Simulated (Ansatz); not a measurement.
**A series of single points on Al2Cu**

System: Al2Cu (6 atoms in the cell).
Method: DFT PBE, scalar-relativistic, plane waves, PAW, PAW set soft_1, no spin polarisation (Ansatz 0.2.0).

The 5 runs differ only in the geometry, by a strain of the cell at fixed fractional positions. Against run 3, the strain is εxx = η, εyy = η and εzz = −0.5 η. The structure derives from an entry of the Crystallography Open Database.

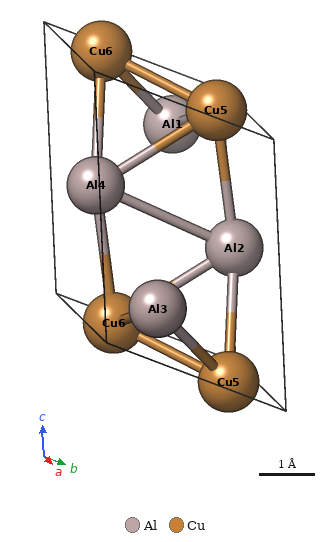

Figure 1. The structure of run 3 (ball-and-stick view of the cell of the calculation, seen slightly off an axis; atoms are numbered from 1 in the order of the input).

### Input of run 3
```yaml
crystal:
  lattice:
    - [-3.0564, 3.0564, 2.4412820339]
    - [3.0564, -3.0564, 2.4412820339]
    - [3.0564, 3.0564, -2.4412820339]
  atoms:
    - { symbol: Al, position: [0.1587211657, 0.6587211657, 0.8174423314] }
    - { symbol: Al, position: [0.6587211657, 0.8412788343, 0.5] }
    - { symbol: Al, position: [0.8412788343, 0.3412788343, 0.1825576686] }
    - { symbol: Al, position: [0.3412788343, 0.1587211657, 0.5] }
    - { symbol: Cu, position: [0.75, 0.75, 0.0] }
    - { symbol: Cu, position: [0.25, 0.25, 0.0] }
basis:
  ecutwfc: 520.0
kpoints:
  mp_grid: { grid: [10, 10, 10] }
hamiltonian:
  xc: pbe
  pseudopotentials: { kind: paw, azcp: { folder: soft_1 } }
scf:
  occupations: { method: gaussian, width: 0.15 }
output:
  forces: true
  stress: true
  eigenvalues: true
```

Command:
```bash
ansatz run input.yaml --threads 4 --pin off --max-ram 8192MiB --backend cpu --events-out ev --progress --plain --runs-dir out
```

Run 2 differs from it as follows:
```diff
-    - [-3.0564, 3.0564, 2.4412820339]
-    - [3.0564, -3.0564, 2.4412820339]
-    - [3.0564, 3.0564, -2.4412820339]
+    - [-2.93535, 2.93535, 2.4901]
+    - [2.93535, -2.93535, 2.4901]
+    - [2.93535, 2.93535, -2.4901]
```

### Results, with one run withheld

```tsv
run	strain parameter η (%)	free energy per atom, from the lowest run given (meV)	pressure (GPa)
1	−5.9399	51.75	9.33
2	−3.9605	?	?
3	0.0000	0.00	−1.88
4	1.9812	14.52	−4.28
5	3.9606	42.06	−6.14
```

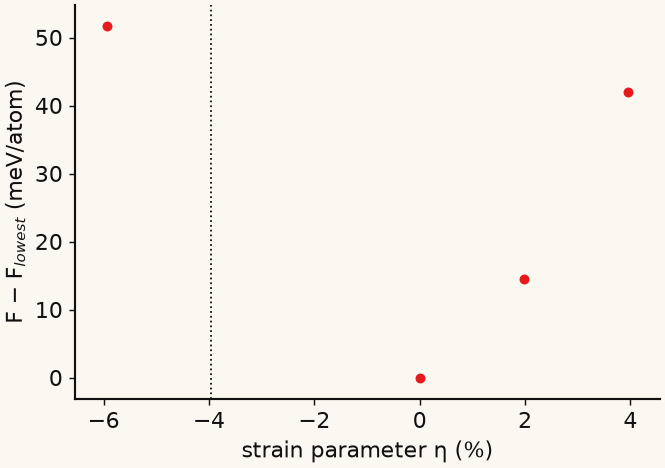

Figure 2. Free energy per atom of the runs given; the dotted line marks run 2.

What should run 2 give?

A quadratic polynomial in the coordinate, fitted to the 4 runs given, misses them by at most 0.71 meV per atom. With x = η − 0.0005, it reads F = 0.47279 + 2.8944 x + 1.939 x² (meV per atom). At run 2 it gives 19.43 meV per atom, and the run itself gives 16.64. The fit has its minimum at η = −0.7459 %. So low a polynomial doesn't follow these energies more closely.

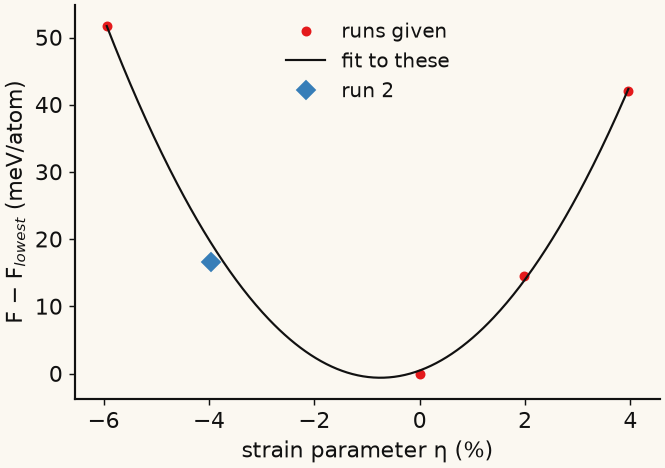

Figure 3. The fit and the withheld run.

### Output, shortened to warnings, some set-up lines, iterations and results (run 2)
```
Basis set: ecut = 520 eV, 2273 PW (Γ), exchange–correlation on 80×80×80 points (8 copies of the dense FFT grid, shifted against one another)
Symmetry: 16 space group operations
k-points: 102 of 1000
Initial density: superposition of atomic densities (chi_scale 0.1, normalization cell, long waves kept (reshape's long-wave potential 0.00 eV rms))
[...]
SCF iter   1: F=—  HF=-15408.830894 eV  |F-HF|=—  |Δ(HF+E_count)|=         —  Δρ=3.66e-1  dr2=8.55e1  ethr=3.10e-3  ⟨swp⟩=7.8  Hψ=15408  notcnv=0
SCF iter   2: F=—  HF=-15402.706759 eV  |F-HF|=—  |Δ(HF+E_count)|=    6.12e0  Δρ=1.13e-1  dr2=1.04e1  ethr=3.10e-3  ⟨swp⟩=2.9  Hψ=7258  notcnv=0  defer=112
SCF iter   3: F=—  HF=-15401.606515 eV  |F-HF|=—  |Δ(HF+E_count)|=    1.10e0  Δρ=5.57e-2  dr2=2.87e0  ethr=3.10e-3  ⟨swp⟩=2.1  Hψ=4442  notcnv=0  defer=114
SCF iter   4: F=—  HF=-15401.303732 eV  |F-HF|=—  |Δ(HF+E_count)|=   3.03e-1  Δρ=1.61e-2  dr2=3.60e-1  ethr=3.10e-3  ⟨swp⟩=2.0  Hψ=4606  notcnv=0  defer=114
SCF iter   5: F=—  HF=-15401.256957 eV  |F-HF|=—  |Δ(HF+E_count)|=   4.68e-2  Δρ=1.59e-3  dr2=1.40e-3  ethr=7.20e-4  ⟨swp⟩=2.0  Hψ=5468  notcnv=0  defer=117
SCF iter   6: F=—  HF=-15401.259903 eV  |F-HF|=—  |Δ(HF+E_count)|=   2.95e-3  Δρ=6.32e-4  dr2=6.94e-4  ethr=2.80e-6  ⟨swp⟩=2.0  Hψ=5610  notcnv=0  defer=117
SCF iter   7: F=—  HF=-15401.259707 eV  |F-HF|=—  |Δ(HF+E_count)|=   1.96e-4  Δρ=1.38e-4  dr2=2.00e-5  ethr=1.39e-6  ⟨swp⟩=2.0  Hψ=4734  notcnv=0  defer=117
SCF iter   8: F=—  HF=-15401.259692 eV  |F-HF|=—  |Δ(HF+E_count)|=   1.58e-5  Δρ=2.23e-5  dr2=3.78e-7  ethr=4.00e-8  ⟨swp⟩=2.2  Hψ=5477  notcnv=0  defer=117
SCF iter   9: F=-15401.259690 eV  HF=-15401.259690 eV  |F-HF|=1.26e-8  |Δ(HF+E_count)|=   1.20e-6  Δρ=6.80e-6  dr2=2.84e-8  ethr=2.00e-10  ⟨swp⟩=10.0  Hψ=16316  notcnv=0
SCF 1 converged in 9 iterations: F = -15401.259690 eV  dr2 = 2.84e-8
SCF converged after 9 iterations
Free energy (F): -15401.259690 eV
Harris-Foulkes:  -15401.259690 eV  (|F-HF|=1.26e-8)
Internal energy: -15401.239081 eV  (E = F + TS)
E sigma→0 (E₀):  -15401.249386 eV
Entropy (-TS):   -0.020609 eV (-3.435 meV/atom)
Fermi energy:    10.764908 eV
--- Per-component energies (eV) ---
  E_band       = -916.914696
  E_kinetic    = 620.000570
  E_local      = -13099.770371  (includes V_loc(G=0)·N_el)
  E_nonlocal   = 1806.868928
  E_hartree    = 5769.318321
  E_xc         = -292.725987
  E_vxc        = -300.187171  (∫ρ·V_xc dr)
  E_paw        = -5499.542527  (= ΣΔE_a)
  E_vpaw       = -1482.486312  (= ΣTr[D̂ρ^β])
  E_aug_tail   = 0.000724  (compensation charges beyond the density's cutoff)
  E_ewald      = -4705.388738
  E_smearing   = -0.020609  (= −TS)
  E_closure    = -0.000000  (closes the sum)
  Σ components = -15401.259690   (vs F -15401.259690, Δ=0.00e0)
--- Forces (eV/Å), atoms counted from 1 ---
  atom   1  Al     0.09270017     0.09270017     0.00000000
  atom   2  Al    -0.09270017     0.09270017     0.00000000
  atom   3  Al    -0.09270017    -0.09270017     0.00000000
  atom   4  Al     0.09270017    -0.09270017     0.00000000
  atom   5  Cu     0.00000000     0.00000000     0.00000000
  atom   6  Cu     0.00000000     0.00000000     0.00000000
  max |Σ_I F_I| component: 4.86e-17 eV/Å
--- Stress (GPa, compression-positive) ---
        7.090074      -0.000000       0.000000
       -0.000000       7.090074       0.000000
       -0.000000      -0.000000       0.259846
  P = ⅓ Tr σ = 4.8133 GPa (48.133 kbar)
```
